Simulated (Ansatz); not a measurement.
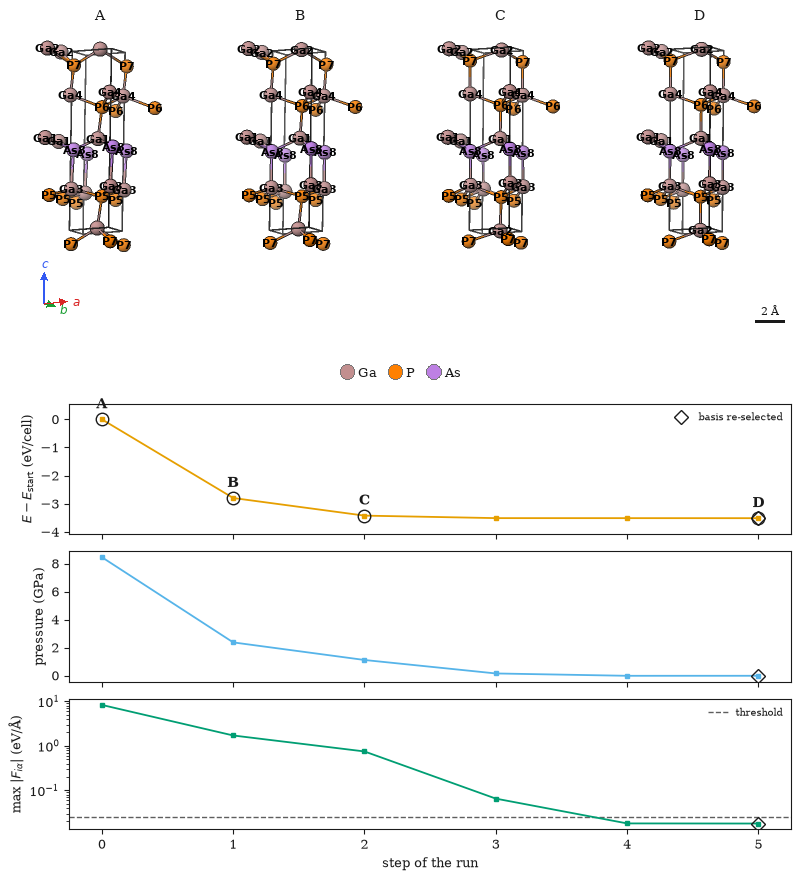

Frames of a relaxation of crystalline Ga4AsP3 (a generated structure, set up in P1) (coarse preliminary run), marked on the history of the run. A ball-and-stick model of the cell of the calculation, seen from a free direction.

The calculation used DFT PBE, scalar-relativistic, plane waves, PAW (Ansatz). (plane-wave cutoff 420 eV; k-point mesh 6 × 6 × 1; occupations gaussian; smearing width 0.1 eV; no spin polarisation; cell and atoms relaxed; force threshold 0.025 eV/Å; at most 60 steps)

Q: What happens along the run?

A: The energy falls by 3.510 eV per cell of the calculation in 4 accepted moves (5 points after the start). The largest force component goes from 8.3 to 0.018 eV/Å. The pressure goes from 8.46 to −0.01 GPa. The SCF was repeated once at an unchanged geometry on a basis and grid sized afresh for the cell, which shifted the energy by 1.2 meV per cell of the calculation at most. The largest move relative to the cell is that of Ga1, 0.28 Å roughly along [2 1 0]. By element the largest moves are Ga 0.28 Å, As 0.27 Å, P 0.24 Å. The drawn cell changes as follows: a 3.850 → 3.925 Å (+1.9 %), b 3.911 → 3.925 Å (+0.3 %), c 12.754 → 12.913 Å (+1.2 %), α 90.4° → 90.0°, β 88.7° → 90.0°, γ 119.3° → 120.0°; the volume changes by +2.9 %. Near-neighbour distances that change, for instance: Ga1–As8 1.943 → 2.437 Å, Ga2–P7 2.842 → 2.399 Å, Ga3–As8 2.811 → 2.484 Å, Ga4–P7 2.138 → 2.392 Å. Bond angles that change, for instance: Ga2–P7–Ga4 125.4° → 109.1°, P5–Ga2–P7 125.4° → 109.2°, P7–Ga2–P7 95.3° → 109.8°. The space group (tolerance 0.01 Å) goes from P1 (No. 1) to P3m1 (No. 156). Cost: 40 s on 4 threads of Intel(R) Xeon(R) Platinum 8259CL CPU @ 2.50GHz (Skylake/Cascade Lake) (shared host), peak memory 0.65 GiB. From step 0 to 1: As8 moves most (0.20 Å), volume +1.1 %, energy −2.793 eV per cell of the calculation. From step 1 to 2: Ga2 moves most (0.19 Å), volume +0.3 %, energy −0.626 eV per cell of the calculation. From step 2 to 5: Ga3 moves most (0.08 Å), volume +1.4 %, energy −90.7 meV per cell of the calculation.

```json
{"step": "0", "E − E(0), meV/atom": "0.00", "largest force component, eV/Å": "8.3019", "pressure, GPa": "8.46", "volume, Å³/atom": "20.928", "note": ""}
{"step": "1", "E − E(0), meV/atom": "-349.16", "largest force component, eV/Å": "1.7107", "pressure, GPa": "2.37", "volume, Å³/atom": "21.164", "note": ""}
{"step": "2", "E − E(0), meV/atom": "-427.40", "largest force component, eV/Å": "0.7488", "pressure, GPa": "1.12", "volume, Å³/atom": "21.237", "note": ""}
{"step": "3", "E − E(0), meV/atom": "-438.48", "largest force component, eV/Å": "0.0653", "pressure, GPa": "0.15", "volume, Å³/atom": "21.483", "note": ""}
{"step": "4", "E − E(0), meV/atom": "-438.58", "largest force component, eV/Å": "0.0181", "pressure, GPa": "-0.02", "volume, Å³/atom": "21.530", "note": ""}
{"step": "5", "E − E(0), meV/atom": "-438.73", "largest force component, eV/Å": "0.0180", "pressure, GPa": "-0.01", "volume, Å³/atom": "21.530", "note": "same geometry, new basis"}
```
